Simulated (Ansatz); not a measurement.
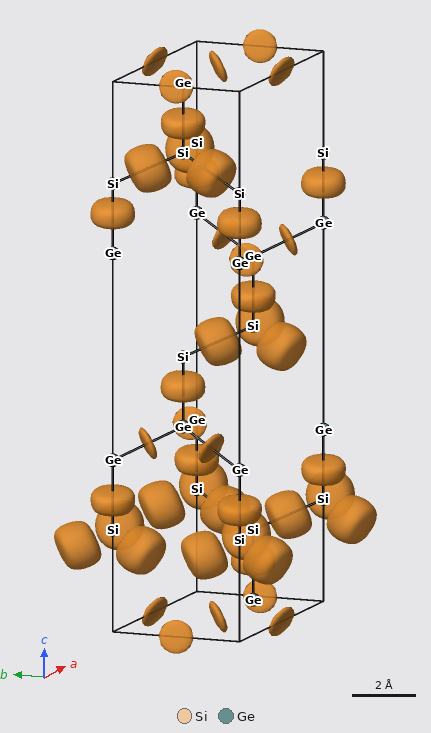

Figure. SiGe. Isosurface of the electron localisation function at 0.75 (orange), seen at an oblique angle. Core shells and regions of very low density are left out. Sticks mark near contacts.

Space group R-3m; started from the ordered alloy on diamond lattice prototype, which need not be the ambient phase; changed on purpose from its base cell (biaxial xy strain +4.5%); computed pressure about −6 GPa in this cell.

All numbers below come from DFT, HSE06, plane waves, PAW (Ansatz 0.2.0).

Input

```
crystal:
  lattice:
    - [2.0520221859, 1.1847355614, 6.410597608]
    - [-2.0520221859, 1.1847355614, 6.410597608]
    - [0.0, -2.3694711228, 6.410597608]
  atoms:
    - { symbol: Si, position: [0.1854656632, 0.1854656632, 0.1854656632] }
    - { symbol: Ge, position: [0.6880244742, 0.6880244742, 0.6880244742] }
    - { symbol: Si, position: [0.8145343368, 0.8145343368, 0.8145343368] }
    - { symbol: Ge, position: [0.3119755258, 0.3119755258, 0.3119755258] }
kpoints:
  mp_grid: { grid: [6, 6, 6] }
  band_path:
    path:
      - [0.0, 0.0, 0.0]
      - [0.5, 0.5, 0.5]
      - [0.8125025078, 0.1874974922, 0.5]
      - [0.5, -0.1874974922, 0.1874974922]
      - [0.5, 0.0, 0.0]
      - [0.3437487461, -0.3437487461, 0.0]
      - [0.6562512539, 0.0, 0.3437487461]
      - [0.5, 0.0, 0.5]
      - [-0.010417, -0.009277, 0.010579]
    npoints: 1
hamiltonian:
  xc: hse06
scf:
  occupations: { method: fermi_dirac, width: 0.02 }
  n_extra_bands: 5
output:
  forces: true
  stress: true
  eigenvalues: true
  write_density: true
  write_potential: true
  elf: true
  volumetric_format: npy
```

Run with:

```sh
ansatz run input.yaml --threads 4 --pin off --max-ram 3686MiB --backend cpu --events-out ev --progress --plain --runs-dir out
```

Below, planes, directions and counts refer to the conventional cell (a = 4.10 Å, b = 4.10 Å, c = 19.23 Å, α = 90.00°, β = 90.00°, γ = 120.00°).

Q: Where are the electrons localised?

A: At this value the surface marks out nine regions between bonded Ge–Ge atoms (shared pairs), six regions between bonded Ge–Si atoms (shared pairs) and nine regions between bonded Si–Si atoms (shared pairs), counted in one cell of 12 atoms. Regions shared between cells count once. Along the contacts the grid gives the following. Si–Ge (2.43 Å): the ELF peaks at about 0.95 between the atoms (a shared electron pair). Si–Si (2.48 Å): the ELF peaks at about 0.95 between the atoms: a covalent bond.
